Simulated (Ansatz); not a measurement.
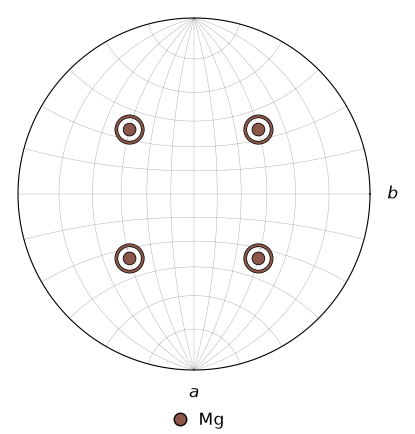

Crystal: Mg, the input geometry of an electronic-structure calculation (not necessarily at equilibrium); the starting structure was generated, so it need not be a known form of this composition. Directions from one magnesium atom at (0, 0, 0) to its bonded neighbours, in stereographic projection down c (filled: above the plane of the page or in it, open: below). The drawing is computed from the coordinates (standard cell, symmetry found to 0.002 Å).

Neighbours are counted up to 3.44 Å for Mg.

```cif
data_structure
_symmetry_space_group_name_H-M 'P 1'
_symmetry_Int_Tables_number 1
_cell_length_a 3.5799
_cell_length_b 3.5799
_cell_length_c 3.5799
_cell_angle_alpha 90.000
_cell_angle_beta 90.000
_cell_angle_gamma 90.000
_cell_volume 45.88
loop_
_atom_site_label
_atom_site_type_symbol
_atom_site_fract_x
_atom_site_fract_y
_atom_site_fract_z
_atom_site_occupancy
Mg1 Mg 0.00000 0.00000 0.00000 1
Mg2 Mg 0.50000 0.50000 0.50000 1
```

How many neighbours are there, and at what angles?

8: 8 Mg at 3.10 Å. Angles between bonds: 71° (12×), 109° (12×), 180° (4×).

What is the site's symmetry in the crystal?

Point group m-3m (Oh), order 48: three fourfold axes, four threefold axes, six twofold axes, nine mirror planes, an inversion centre. In Im-3m, No. 229 this is Wyckoff position 2a.
